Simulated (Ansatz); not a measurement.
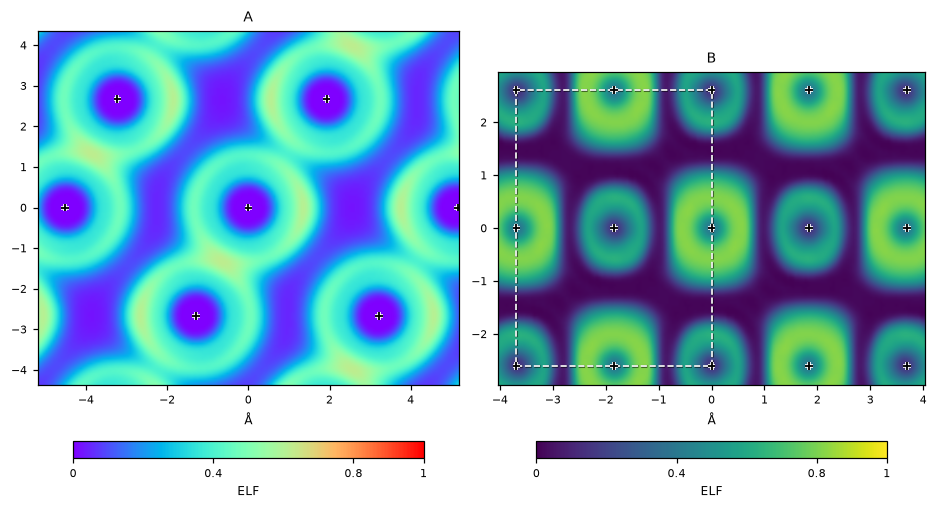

The ELF of 2 systems, each on a plane through atoms (crosses mark nuclei in the plane).

Theory: Ansatz, DFT PBEsol, scalar-relativistic, plane waves, PAW.

System 1: NaF, the (11̄0) plane of the conventional cell. Space group I4/mmm; computed pressure about 20 GPa in this cell.

```xyz
4
Lattice="2.6079 -2.6079 0.0000 2.6079 2.6079 0.0000 0.0000 0.0000 3.6876" Properties=species:S:1:pos:R:3 pbc="T T T"
Na    0.0000    0.0000    0.0000
Na    2.6079    0.0000    1.8438
F     2.6079    0.0000    0.0000
F     0.0000    0.0000    1.8438
```

System 2: Sb, the (110) plane of the conventional cell. Space group R-3m; not relaxed (largest force 0.4 eV/Å).

```xyz
6
Lattice="4.6333 0.0000 0.0000 -2.3167 4.0126 0.0000 0.0000 0.0000 9.6794" Properties=species:S:1:pos:R:3 pbc="T T T"
Sb    0.0000    0.0000    2.2615
Sb    2.3167    1.3375    5.4880
Sb    0.0000    2.6751    8.7145
Sb    2.3167    1.3375    0.9649
Sb    0.0000    2.6751    4.1915
Sb    0.0000    0.0000    7.4179
```

**Match each panel to its system.**

Panel A is system 2, Sb: the plane holds Sb. Sb–Sb (2.97 Å): the ELF peaks at about 0.60 between the atoms. Panel B is system 1, NaF: the plane holds Na and F. Na–F (1.84 Å): the ELF peaks at about 0.80 in the valence shell of F, 0.6 Å from its nucleus, and is about 0.10 at the midpoint (a closed-shell, largely ionic contact).
